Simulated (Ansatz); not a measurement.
**Geometry relaxation of SiC**

The run: geometry relaxation of SiC (2 atoms in the cell). Method and program: DFT r2SCAN, scalar-relativistic, plane waves, PAW, no spin polarisation (Ansatz 0.2.0).

The structure derives from an entry of the Crystallography Open Database.

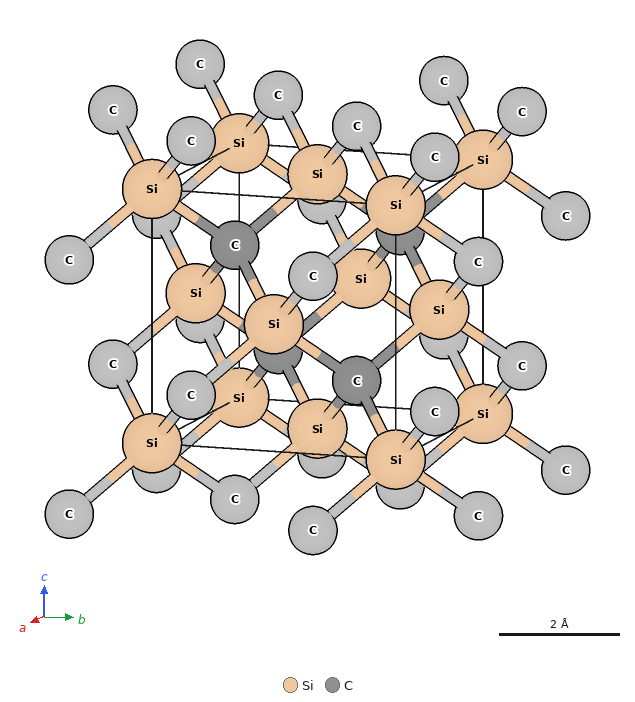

*The input geometry (ball-and-stick view of the cell 4 times as large as that of the calculation, set on its symmetry axes, seen slightly off an axis; neighbours outside the cell are drawn fainter). An atom can appear more than once, as a periodic image.*

Near neighbours in the periodic cell (some may lie outside the picture): Si has 4 C at 1.88 Å; C has 4 Si at 1.88 Å.

Input file:
```yaml
crystal:
  lattice:
    - [0.0, 2.174, 2.174]
    - [2.174, 0.0, 2.174]
    - [2.174, 2.174, 0.0]
  atoms:
    - { symbol: Si, position: [0.0, 0.0, 0.0] }
    - { symbol: C, position: [0.75, 0.75, 0.75] }
basis:
  ecutwfc: 500
kpoints:
  mp_grid: { grid: [12, 12, 12] }
hamiltonian:
  xc: r2scan
scf:
  occupations: { method: gaussian, width: 0.02 }
output:
  forces: true
  stress: true
  eigenvalues: true
relax:
  adjacent_minimum: "off"
  f_tol: 0.005
  max_steps: 80
  cell: { stress_tol: 0.05 }
```

Run on 4 threads of Arm Neoverse V2, 24 GiB of memory available, shared host.

Launch command:
```bash
ansatz run input.yaml --threads 4 --pin off --max-ram 10240MiB --backend cpu --events-out ev --progress --plain --runs-dir out
```

What the program printed:
```
Engine: ansatz 0.2.0, aarch64-unknown-linux-gnu
Pseudopotentials: kind: paw
Pseudopotential: Si, paw, valence charge 4, recommended cutoff 500 eV (meta_gga), Si.paw.azcp
Pseudopotential: C, paw, valence charge 4, recommended cutoff 500 eV (meta_gga), C.paw.azcp
Functional definition: r2SCAN
  parameter k0 = 0.174
  parameter k1 = 0.065
  parameter a1 = 4.9479
  exchange = r2scan_x(k0 = k0, k1 = k1, a1 = a1)
  correlation = r2scan_c
Crystal: 2 atoms, lattice volume = 20.550 Å³
Basis set: ecut = 500 eV, 531 PW (Γ), exchange–correlation on 96×96×96 points (64 copies of the dense FFT grid, shifted against one another)
Bands: 8, of which v1, the nominal top of the filled ones, is band 4 counted from 1 (3 counted from 0)
Symmetry: 24 space group operations
Space group: F-43m (ITA 216), of the structure as read, at distance tolerance 2.7e-5 Å
k-points: 72 of 1728 (time reversal used)
Non-local potential: Si, projectors of the file, l = 0: 2, l = 1: 2, l = 2: 2
Non-local potential: C, projectors of the file, l = 0: 2, l = 1: 2, l = 2: 1
PAW form: soft (Blöchl's): semilocal exchange-correlation on the pseudo side does not see the compensation charge
PAW frozen core: Si, regenerated for the run's functional (the file was generated under x = pbe(κ = 0.804, μ = 0.2195149727645171), c = pbe(β = 0.06672455060314922))
PAW frozen core: C, regenerated for the run's functional (the file was generated under x = pbe(κ = 0.804, μ = 0.2195149727645171), c = pbe(β = 0.06672455060314922))
PAW one-centre angular grid: Si, 302 points (default); XC on 160 Gauss nodes
PAW one-centre angular grid: C, 302 points (default); XC on 239 of its mesh's 2573 points in the sphere
Initial density: superposition of atomic densities (neutral atoms: chi_scale 0, normalization atom), corrected by the library's trained network
Initial wavefunctions: pseudopotential atomic-orbital guess
Functional: x = r2scan, c = r2scan; τ floored in thin density (d = 2e-4 eV/Å³)
SCF iter   1: F=—  HF=-891.288669 eV  |F-HF|=—  |Δ(HF+E_count)|=         —  Δρ=5.88e-3  dr2=4.83e-3  dr2_τ=1.98e-1  ethr=1.77e-3  ⟨swp⟩=6.2  Hψ=5058  notcnv=0
preconditioner: auto → none  [insulator: Δε(μ)=1.656 eV  Ē_g=15.066 eV  σ=0.020 eV  W_gap=1.00  n_scr=0 (ndim 8)  ℏωp=23.2 eV  f_vac=0.000  D(μ)=0.00/eV (n_scr^D=0)  ε∞_Penn≈3.4]
SCF iter   2: F=—  HF=-891.333540 eV  |F-HF|=—  |Δ(HF+E_count)|=   4.49e-2  Δρ=4.01e-3  dr2=1.79e-3  dr2_τ=3.52e-5  ethr=6.04e-5  ⟨swp⟩=2.4  Hψ=1761  notcnv=0
SCF iter   3: F=—  HF=-891.333505 eV  |F-HF|=—  |Δ(HF+E_count)|=   3.48e-5  Δρ=1.05e-3  dr2=1.86e-4  dr2_τ=5.46e-6  ethr=2.23e-5  ⟨swp⟩=2.6  Hψ=1122  notcnv=0
SCF iter   4: F=—  HF=-891.333532 eV  |F-HF|=—  |Δ(HF+E_count)|=   2.66e-5  Δρ=1.02e-4  dr2=1.68e-6  dr2_τ=4.20e-7  ethr=2.33e-6  ⟨swp⟩=2.3  Hψ=831  notcnv=0
SCF iter   5: F=—  HF=-891.333534 eV  |F-HF|=—  |Δ(HF+E_count)|=   1.50e-6  Δρ=5.58e-5  dr2=5.52e-7  dr2_τ=2.38e-8  ethr=2.10e-8  ⟨swp⟩=2.0  Hψ=845  notcnv=0
SCF iter   6: F=—  HF=-891.333534 eV  |F-HF|=—  |Δ(HF+E_count)|=   4.86e-8  Δρ=2.61e-5  dr2=1.18e-7  dr2_τ=8.23e-10  ethr=6.90e-9  ⟨swp⟩=2.0  Hψ=784  notcnv=0
SCF iter   7: F=-891.333534 eV  HF=-891.333534 eV  |F-HF|=1.17e-9  |Δ(HF+E_count)|=   3.35e-9  Δρ=5.65e-6  dr2=5.63e-9  dr2_τ=4.12e-11  ethr=1.25e-9  ⟨swp⟩=4.0  Hψ=1728  notcnv=0
SCF 1 converged in 7 iterations: F = -891.333534 eV  dr2 = 5.63e-9
  greatest PAW one-centre occupation: 0.659 electrons in one spin orbital (limit 2), on the C atom at site 1 (counted from 0), in its partial waves of l = 0
relax step   1: F+E_penalty+E_count = -891.33353363 eV  Δ(F+E_penalty+E_count) = +0.000e0 eV  max|allowed force component| = 4.071e-16 eV/Å  Δτ_max = 0.0000 Å  P = +1.320 GPa  Ω = 20.550 Å³  (7 SCF iters, dr2 threshold 1.00e-7 eV, accepted)
Crystal: 2 atoms, lattice volume = 20.613 Å³
Initial density: handed on by an earlier stage of this run
Initial wavefunctions: those handed on with the density
iter 1 solved again at ethr=1.71e-6 eV; its pass at ethr=3.10e-3 eV (dr2=1.37e-4 eV) is discarded
SCF iter   1: F=—  HF=-891.333905 eV  |F-HF|=—  |Δ(HF+E_count)|=         —  Δρ=7.16e-4  dr2=1.31e-4  dr2_τ=3.85e-5  ethr=1.71e-6  ⟨swp⟩=1.0  Hψ=4805  notcnv=0
preconditioner: auto → none  [insulator: Δε(μ)=1.705 eV  Ē_g=15.020 eV  σ=0.020 eV  W_gap=1.00  n_scr=0 (ndim 8)  ℏωp=23.1 eV  f_vac=0.000  D(μ)=0.00/eV (n_scr^D=0)  ε∞_Penn≈3.4]
SCF iter   2: F=—  HF=-891.333906 eV  |F-HF|=—  |Δ(HF+E_count)|=   6.66e-7  Δρ=1.40e-4  dr2=2.99e-6  dr2_τ=2.88e-6  ethr=1.64e-6  ⟨swp⟩=2.3  Hψ=826  notcnv=0
SCF iter   3: F=—  HF=-891.333907 eV  |F-HF|=—  |Δ(HF+E_count)|=   9.10e-7  Δρ=6.17e-5  dr2=6.66e-7  dr2_τ=2.01e-8  ethr=2.50e-9  ⟨swp⟩=5.9  Hψ=3048  notcnv=0
SCF iter   4: F=-891.333907 eV  HF=-891.333907 eV  |F-HF|=9.13e-9  |Δ(HF+E_count)|=   1.07e-7  Δρ=9.60e-6  dr2=1.61e-8  dr2_τ=8.55e-10  ethr=2.50e-9  ⟨swp⟩=5.1  Hψ=2889  notcnv=0
SCF 2 converged in 4 iterations: F = -891.333907 eV  dr2 = 1.61e-8
relax step   2: F+E_penalty+E_count = -891.33390698 eV  Δ(F+E_penalty+E_count) = -3.733e-4 eV  max|allowed force component| = 6.476e-17 eV/Å  Δτ_max = 0.0000 Å  P = +0.606 GPa  Ω = 20.613 Å³  energy of the carried Pulay correction = -8.353e-6 eV  (4 SCF iters, dr2 threshold 2.00e-7 eV, accepted)
Crystal: 2 atoms, lattice volume = 20.668 Å³
iter 1 solved again at ethr=1.19e-6 eV; its pass at ethr=3.10e-3 eV (dr2=9.54e-5 eV) is discarded
SCF iter   1: F=—  HF=-891.334001 eV  |F-HF|=—  |Δ(HF+E_count)|=         —  Δρ=5.97e-4  dr2=9.16e-5  dr2_τ=2.74e-5  ethr=1.19e-6  ⟨swp⟩=1.0  Hψ=4808  notcnv=0
preconditioner: auto → none  [insulator: Δε(μ)=1.708 eV  Ē_g=14.996 eV  σ=0.020 eV  W_gap=1.00  n_scr=0 (ndim 8)  ℏωp=23.1 eV  f_vac=0.000  D(μ)=0.00/eV (n_scr^D=0)  ε∞_Penn≈3.4]
SCF iter   2: F=—  HF=-891.334003 eV  |F-HF|=—  |Δ(HF+E_count)|=   1.30e-6  Δρ=1.18e-4  dr2=2.13e-6  dr2_τ=2.01e-6  ethr=1.14e-6  ⟨swp⟩=2.3  Hψ=825  notcnv=0
SCF iter   3: F=—  HF=-891.334003 eV  |F-HF|=—  |Δ(HF+E_count)|=   6.52e-7  Δρ=5.20e-5  dr2=4.74e-7  dr2_τ=1.44e-8  ethr=2.50e-9  ⟨swp⟩=5.4  Hψ=2984  notcnv=0
SCF iter   4: F=-891.334004 eV  HF=-891.334004 eV  |F-HF|=6.39e-9  |Δ(HF+E_count)|=   8.04e-8  Δρ=8.07e-6  dr2=1.13e-8  dr2_τ=6.05e-10  ethr=2.50e-9  ⟨swp⟩=5.1  Hψ=2885  notcnv=0
SCF 3 converged in 4 iterations: F = -891.334004 eV  dr2 = 1.13e-8
relax step   3: F+E_penalty+E_count = -891.33400352 eV  Δ(F+E_penalty+E_count) = -9.655e-5 eV  max|allowed force component| = 1.665e-16 eV/Å  Δτ_max = 0.0000 Å  P = +0.006 GPa  Ω = 20.668 Å³  energy of the carried Pulay correction = -1.546e-5 eV  (4 SCF iters, dr2 threshold 2.00e-7 eV, accepted)
Initial wavefunctions: pseudopotential atomic-orbital guess (no wavefunctions were taken with the density)
iter 1 solved again at ethr=3.36e-8 eV; its pass at ethr=3.10e-3 eV (dr2=2.69e-6 eV) is discarded
SCF iter   1: F=—  HF=-891.334018 eV  |F-HF|=—  |Δ(HF+E_count)|=         —  Δρ=9.73e-6  dr2=1.12e-8  dr2_τ=1.92e-9  ethr=3.36e-8  ⟨swp⟩=3.0  Hψ=6639  notcnv=0
preconditioner: auto → none  [insulator: Δε(μ)=1.714 eV  Ē_g=14.999 eV  σ=0.020 eV  W_gap=1.00  n_scr=0 (ndim 8)  ℏωp=23.1 eV  f_vac=0.000  D(μ)=0.00/eV (n_scr^D=0)  ε∞_Penn≈3.4]
SCF iter   2: F=—  HF=-891.334019 eV  |F-HF|=—  |Δ(HF+E_count)|=   3.55e-7  Δρ=3.47e-6  dr2=5.61e-10  dr2_τ=1.32e-10  ethr=1.40e-10  ⟨swp⟩=2.4  Hψ=833  notcnv=0
SCF iter   3: F=—  HF=-891.334019 eV  |F-HF|=—  |Δ(HF+E_count)|=   1.14e-9  Δρ=1.77e-6  dr2=1.28e-10  dr2_τ=4.57e-11  ethr=7.01e-12  ⟨swp⟩=2.2  Hψ=864  notcnv=0
SCF iter   4: F=-891.334019 eV  HF=-891.334019 eV  |F-HF|=1.36e-12  |Δ(HF+E_count)|=  4.16e-10  Δρ=1.07e-7  dr2=1.89e-12  dr2_τ=4.18e-14  ethr=1.00e-12  ⟨swp⟩=4.0  Hψ=2544  notcnv=0
SCF 4 converged in 4 iterations: F = -891.334019 eV  dr2 = 1.89e-12
relax step   4: F+E_penalty+E_count = -891.33401868 eV  Δ(F+E_penalty+E_count) = -1.516e-5 eV  max|allowed force component| = 1.619e-16 eV/Å  Δτ_max = 0.0000 Å  P = +0.006 GPa  Ω = 20.668 Å³  stress off target by 6.04e-3 GPa  SCF on the basis re-selected at this cell (its energy is not comparable with the rows above)  (4 SCF iters)
```

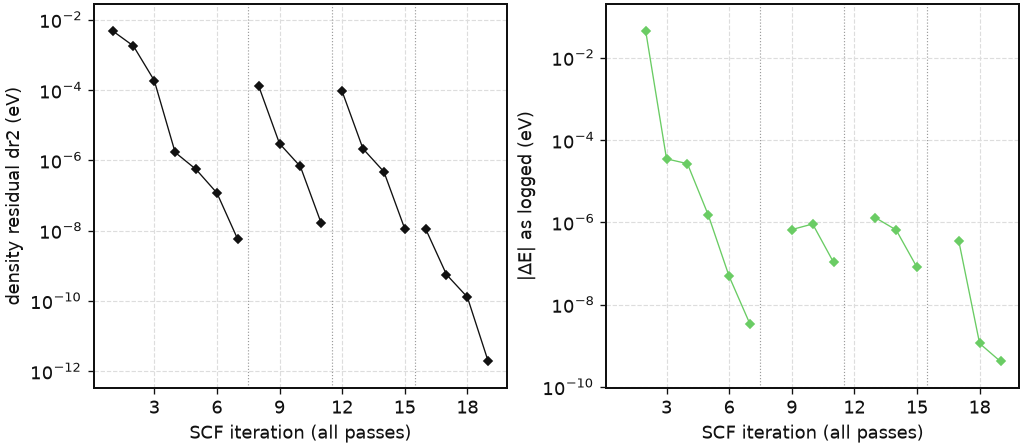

*Convergence of the self-consistent field: density residual dr2 and size of the energy change against the SCF iteration. The dotted lines part the SCF passes of the relaxation: geometry steps, rejected trials and re-solves on a re-selected basis.*

The passes take 7, 4, 4 and 4 iterations.

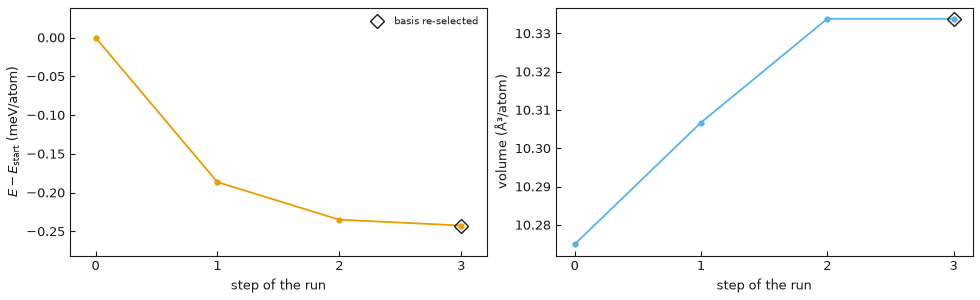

*Progress of the relaxation, step by step (the first geometry is step 0 here and step 1 in the log).*

The atoms keep their places relative to the cell (all moves are under 0.005 Å). Cell: a = b = c 4.348 → 4.356 Å (+0.2 %). Volume +0.6 %. The space group stays F-43m (No. 216). After 2 geometry steps the energy has fallen by 0.2 meV per atom. All forces vanish by symmetry, so only the cell relaxes. Pressure: 1.32 GPa at the start and 0.01 GPa at the end. A last SCF at the same geometry on a re-selected plane-wave basis shifts the energy by next to nothing (0.0 meV per atom).

```
basis re-selected at this cell: Δ(F+E_penalty+E_count) = -1.516e-5 eV, ΔP = -0.000 GPa vs the last step (what re-selecting the basis moved, of the pressure what is left beyond the Pulay correction that the steps carried, after the strain that the cell walked since its last selection, with what the two solves' SCF thresholds leave and, on support functions, any second-order correction that the steps lacked; it is no measure of the basis error at this ecutwfc). This SCF's stress stands 6.04e-3 GPa from its target on what of the cell is left free (relax.cell.stress_tol is 5.00e-2 GPa) and its largest allowed force component is 1.62e-16 eV/Å (relax.f_tol is 5.00e-3 eV/Å): within both
SCF converged after 4 iterations
Free energy (F): -891.334019 eV
Harris-Foulkes:  -891.334019 eV  (|F-HF|=1.36e-12)
Internal energy: -891.334019 eV  (E = F + TS)
E sigma→0 (E₀):  -891.334019 eV
Fermi energy:    10.232636 eV
--- Per-component energies (eV) ---
  E_band       = 25.561028
  E_kinetic    = 136.037476
  E_local      = -103.553168  (includes V_loc(G=0)·N_el)
  E_nonlocal   = 50.371486
  E_hartree    = 32.458631
  E_xc         = -101.358348
  E_vxc        = -118.637781  (∫ρ·V_xc dr)
  E_paw        = -620.293327  (= ΣΔE_a)
  E_vpaw       = -9.143076  (= ΣTr[D̂ρ^β])
  E_aug_tail   = 0.000008  (compensation charges beyond the density's cutoff)
  E_vtau       = 5.568807  (kinetic-family band-sum trace: ∫τ·v_τ [+ j·A + Jᵃ·Aᵃ] dr)
  E_ewald      = -284.895570
  E_core_change = -0.101207  (= ΣΔE_core)
  E_smearing   = -0.000000  (= −TS)
  E_closure    = 0.000000  (closes the sum)
  Σ components = -891.334019   (vs F -891.334019, Δ=0.00e0)
--- Forces (eV/Å), atoms counted from 1 ---
  atom   1  Si    -0.00000000     0.00000000     0.00000000
  atom   2  C      0.00000000    -0.00000000    -0.00000000
  max |Σ_I F_I| component: 5.09e-17 eV/Å
--- Stress (GPa, compression-positive) ---
        0.006041      -0.000000      -0.000000
       -0.000000       0.006041       0.000000
        0.000000       0.000000       0.006041
  P = ⅓ Tr σ = 0.0060 GPa (0.060 kbar)
--- Band table (eV; the first three rows and the last of 72) ---
  k-point 0: bands = ["-6.8137", "9.3759", "9.3759", "9.3759", "16.1922", "17.2352", "17.2352", "17.2352"]
  k-point 1: bands = ["-6.6729", "8.6198", "9.2769", "9.2769", "16.4360", "17.4216", "17.4216", "17.4288"]
  k-point 2: bands = ["-6.2549", "6.9056", "9.0311", "9.0311", "16.2911", "17.7830", "17.7830", "18.4363"]
  k-point 71: bands = ["-1.5016", "2.1346", "4.1959", "4.5620", "15.0948", "19.4974", "19.6076", "19.8366"]
--- Relaxed structure (3 steps of the walk, 3 accepted, 1 SCFs on fresh bases) ---
  F+E_penalty+E_count = -891.33401868 eV   max|allowed force component| = 1.619e-16 eV/Å   (the final SCF, on the basis selected at the relaxed cell)
  cell:  # Å, volume = 20.6676 Å³
    - [2.1655331139806243e-34, 2.1781449831988753, 2.1781449831988753]
    - [2.1781449831988753, 1.031812836661357e-33, 2.1781449831988753]
    - [2.1781449831988753, 2.1781449831988753, 1.7833802115134564e-33]
  atoms:
    - { symbol: Si, position: [3.1929036374865065e-34, -2.6945891969539307e-34, -4.9831444053257605e-34] }
    - { symbol: C, position: [0.7500000000000001, 0.7500000000000001, 0.7500000000000001] }
```

Trajectory as extended XYZ (Å, eV, eV/Å), 4 frames, from step=1 to step=4:
```
2
Lattice="0.0000 2.1740 2.1740 2.1740 0.0000 2.1740 2.1740 2.1740 0.0000" Properties=species:S:1:pos:R:3:forces:R:3 step=1 energy=-891.33353 pressure_GPa=1.32
Si    0.0000    0.0000    0.0000    0.0000   0.0000   0.0000
C     3.2610    3.2610    3.2610    0.0000   0.0000   0.0000
2
Lattice="0.0000 2.1762 2.1762 2.1762 0.0000 2.1762 2.1762 2.1762 0.0000" Properties=species:S:1:pos:R:3:forces:R:3 step=2 energy=-891.33391 pressure_GPa=0.61
Si    0.0000    0.0000    0.0000    0.0000   0.0000   0.0000
C     3.2644    3.2644    3.2644    0.0000   0.0000   0.0000
2
Lattice="0.0000 2.1781 2.1781 2.1781 0.0000 2.1781 2.1781 2.1781 0.0000" Properties=species:S:1:pos:R:3:forces:R:3 step=3 energy=-891.33400 pressure_GPa=0.01
Si    0.0000    0.0000    0.0000    0.0000   0.0000   0.0000
C     3.2672    3.2672    3.2672    0.0000   0.0000   0.0000
2
Lattice="0.0000 2.1781 2.1781 2.1781 0.0000 2.1781 2.1781 2.1781 0.0000" Properties=species:S:1:pos:R:3:forces:R:3 step=4 energy=-891.33402 pressure_GPa=0.01
Si    0.0000    0.0000    0.0000    0.0000   0.0000   0.0000
C     3.2672    3.2672    3.2672    0.0000   0.0000   0.0000
```

Key numbers:

```json
{"quantity": "outcome", "value": "converged"}
{"quantity": "space group (tolerance 0.01 Å)", "value": "F-43m (216)"}
{"quantity": "electrons treated", "value": "8"}
{"quantity": "free energy", "value": "−891.3340 eV"}
{"quantity": "Fermi energy", "value": "10.233 eV"}
{"quantity": "gap on the k-point mesh", "value": "1.71 eV"}
{"quantity": "pressure", "value": "0.01 GPa"}
{"quantity": "final volume", "value": "20.67 Å³"}
{"quantity": "largest force (length of the vector) at the end", "value": "under 0.001 eV/Å"}
{"quantity": "final cell", "value": "a = 3.080 Å, b = 3.080 Å, c = 3.080 Å, α = 60.00°, β = 60.00°, γ = 60.00°"}
{"quantity": "wall time", "value": "3.3 s (CPU time 12 s)"}
{"quantity": "peak memory", "value": "0.37 GiB"}
```
